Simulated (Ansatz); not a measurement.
The Ansatz input:

```
crystal:
  lattice:
    - [3.1835485389, 0.0, 0.0]
    - [0.0, 3.1835485389, 0.0]
    - [0.0, 0.0, 24.5506456167]
  atoms:
    - { symbol: W, position: [0.5, 0.5, 0.3119121711] }
    - { symbol: W, position: [0.0, 0.0, 0.369529036] }
    - { symbol: W, position: [0.5, 0.5, 0.4357731494] }
    - { symbol: W, position: [0.0, 0.0, 0.5000000002] }
    - { symbol: W, position: [0.5, 0.5, 0.5642268508] }
    - { symbol: W, position: [0.0, 0.0, 0.6304709635] }
    - { symbol: W, position: [0.5, 0.5, 0.688087829] }
basis:
  ecutwfc: 420
kpoints:
  mp_grid: { grid: [11, 11, 1] }
  band_path:
    path: [[0.5, 0, 0], [0, 0, 0], [0.5, 0.5, 0], [0.5, 0, 0]]
    npoints: 12
hamiltonian:
  xc: pbe
scf:
  occupations: { method: gaussian, width: 0.1 }
  n_extra_bands: 40
output:
  forces: true
  eigenvalues: true
  populations: true
  fatbands: true
  write_density: true
  write_potential: true
  elf: true
  volumetric_format: npy
magnetization:
  noncollinear: true
  spin_orbit: true
efield:
  axis: 3
  dipole_correction: true
  ramp_width: 0.04
```

Launched with:
```bash
ansatz run input.yaml --threads 2 --pin off --max-ram 5632MiB --backend cpu --events-out ev --progress --plain --runs-dir out
```

What does the calculation give for the electronic structure? The path is X–Γ–M–X.

A metal: 8 spinor bands cross the Fermi level along this path (the two partners of a degenerate pair count as two). Bands cross the Fermi level on every line of the path. At M the nearest levels lie 0.43 eV below and 1.36 eV above the Fermi level.

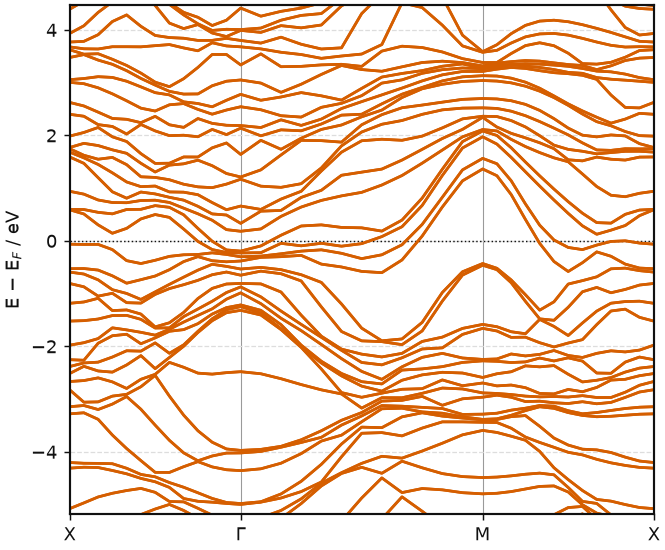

Band structure. Energies are counted from the Fermi level.
